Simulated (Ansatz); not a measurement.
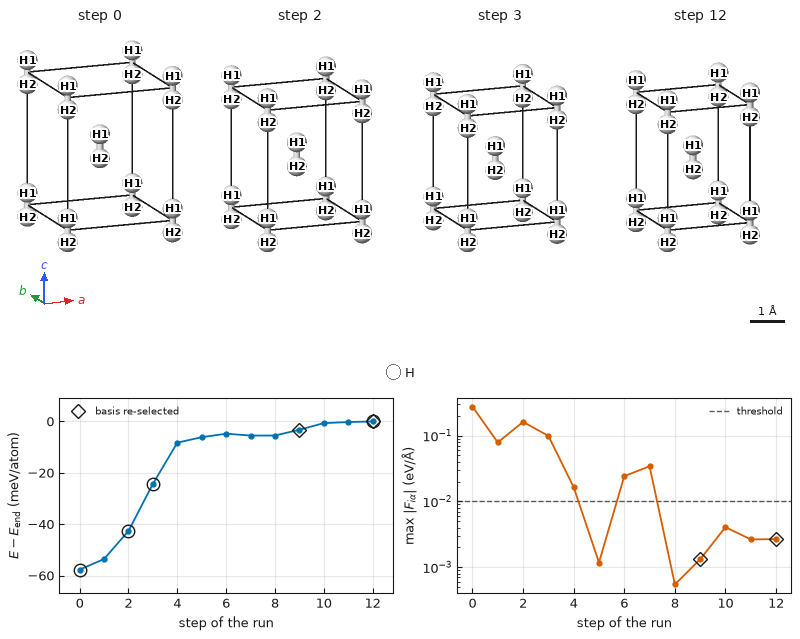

Frames of a relaxation of a crystal of H (set up in I4/mmm), marked on the history of the run. A ball-and-stick model of the conventional cell (2 times the calculation's cell), seen slightly off an axis. Lengths and directions refer to the drawn axes.

The run lets cell and atoms move.

Method: Ansatz, Kohn-Sham DFT of a periodic cell, PBE, Ansatz PAW.

The input:
```yaml
crystal:
  lattice:
    - [-1.69153447, 1.69153447, 2.05847399]
    - [1.69153447, -1.69153447, 2.05847399]
    - [1.69153447, 1.69153447, -2.05847399]
  atoms:
    - { symbol: H, position: [0.09013771, 0.09013771, 0.0] }
    - { symbol: H, position: [0.90986229, 0.90986229, 0.0] }
hamiltonian:
  xc: pbe
  pseudopotentials: { kind: paw }
kpoints:
  mp_grid: { grid: [11, 11, 11] }
scf:
  occupations: { method: fermi_dirac, width: 0.05 }
output:
  forces: true
  stress: true
  eigenvalues: true
  write_density: true
  write_potential: true
  elf: true
  volumetric_format: npy
relax:
  f_tol: 0.01
  max_steps: 40
  cell: { stress_tol: 0.05, p_target: 5.0 }
```

Launched with:
```bash
ansatz run input.yaml --threads 2 --pin off --max-ram 5632MiB --backend cpu --events-out ev --progress --plain --runs-dir out
```

Describe the path.

The energy rises by 57.7 meV per atom in 10 accepted moves (12 points after the start). With the target pressure of 5 GPa, the enthalpy E + pV changes by −109 meV per atom. Largest force component: 0.28 eV/Å at the start, 0.0027 eV/Å at the end. Pressure: 0.86 GPa at the start and 4.98 GPa at the end. At 2 points the geometry stayed and the basis and grid were re-selected for the new cell (energy shift of 2.3 meV per atom at most each time). The largest moves relative to the cell, 0.043 Å, are those of H1 and H2. H1 goes along +c. The drawn cell changes as follows: a = b 3.383 → 2.654 Å (−21.6 %), c 4.117 → 3.662 Å (−11.1 %); the volume changes by −45.3 %. The space group stays I4/mmm (No. 139). From step 0 to 2: H atoms move most (0.04 Å), volume −26.5 %, energy +15.1 meV per atom. From step 2 to 3: H atoms move most (0.02 Å), volume −14.8 %, energy +18.3 meV per atom. From step 3 to 12: volume −12.6 %, energy +24.3 meV per atom.

| step | E − E(0), meV/atom | largest force component, eV/Å | pressure, GPa | volume, Å³/atom | note |
| --- | --- | --- | --- | --- | --- |
| 0 | 0.00 | 0.2764 | 0.86 | 11.780 |  |
| 1 | 4.12 | 0.0789 | 1.13 | 10.156 |  |
| 2 | 15.07 | 0.1621 | 2.27 | 8.659 |  |
| 3 | 33.38 | 0.0994 | 3.67 | 7.376 |  |
| 4 | 49.43 | 0.0165 | 4.82 | 6.665 |  |
| 5 | 51.55 | 0.0012 | 4.95 | 6.579 |  |
| 6 | 52.91 | 0.0242 | 5.13 | 6.531 |  |
| 7 | 52.18 | 0.0343 | 4.90 | 6.556 |  |
| 8 | 52.20 | 0.0005 | 5.00 | 6.555 |  |
| 9 | 54.45 | 0.0013 | 4.71 | 6.555 | same geometry, new basis |
| 10 | 57.02 | 0.0041 | 4.97 | 6.463 |  |
| 11 | 57.44 | 0.0026 | 5.01 | 6.448 |  |
| 12 | 57.67 | 0.0027 | 4.98 | 6.448 | same geometry, new basis |
